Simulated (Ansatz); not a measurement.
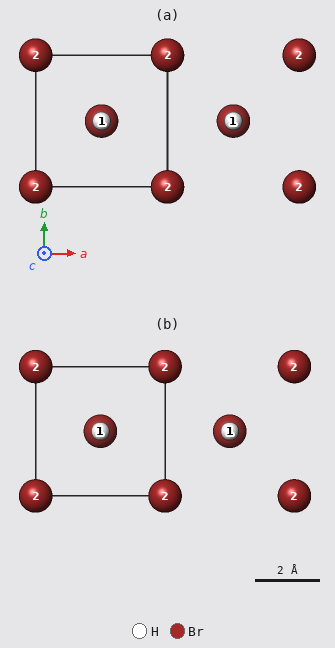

The structure of a crystal of HBr (set up in I4/mmm) before (top) and after (bottom) a relaxation, at one scale.

A ball-and-stick model of the conventional cell (2 times the calculation's cell), repeated 2 × 1 × 1 with one cell outlined, seen along the c axis. Lengths and directions refer to the drawn axes.

Case: relaxed again at 8 GPa on a finer mesh.

Method: DFT LDA, scalar-relativistic, plane waves, PAW in Ansatz 0.2.0.

Input file:
```yaml
crystal:
  lattice:
    - [0.0, 2.9535592279, 2.9535590609]
    - [1.6474303536, 0.0, 2.9535590609]
    - [1.6474303536, 2.9535592279, 0.0]
  atoms:
    - { symbol: H, position: [0.0, 0.0, 0.0] }
    - { symbol: Br, position: [0.5, 0.5, 0.5] }
basis:
  ecutwfc: 420
kpoints:
  mp_grid: { grid: [16, 16, 16] }
hamiltonian:
  xc: lda
scf:
  occupations: { method: fermi_dirac, width: 0.15 }
output:
  forces: true
  stress: true
  eigenvalues: true
relax:
  adjacent_minimum: "off"
  f_tol: 0.001
  max_steps: 60
  cell: { stress_tol: 0.02, p_target: 8.0 }
```

Launched with:
```bash
ansatz run input.yaml --threads 1 --pin off --max-ram 3072MiB --backend cpu --events-out ev --progress --plain --runs-dir out
```

**Summarise the run.**

Over 3 accepted moves (5 points after the start) the energy rises by 17.1 meV per atom. With the target pressure of 8 GPa, the enthalpy E + pV changes by −2.4 meV per atom. All forces vanish by symmetry, so only the cell relaxes. Pressure: 7.77 GPa at the start and 8.00 GPa at the end. The line search rejected the trial step at point 2 of the run. At 1 point the geometry stayed and the basis and grid were re-selected for the new cell (energy shift of 0.2 meV per atom at most each time). The atoms keep their places relative to the cell (all moves are under 0.005 Å). Cell: a = b 4.177 → 4.100 Å (−1.8 %), c 3.295 → 3.326 Å (+1.0 %). Volume −2.7 %. Near-neighbour distances that change, for instance: H1–Br2 1.647 → 1.663 Å. The space group stays I4/mmm (No. 139). Cost: 28 s on 1 thread of Arm Neoverse V2, on a shared host, peak memory 0.37 GiB.
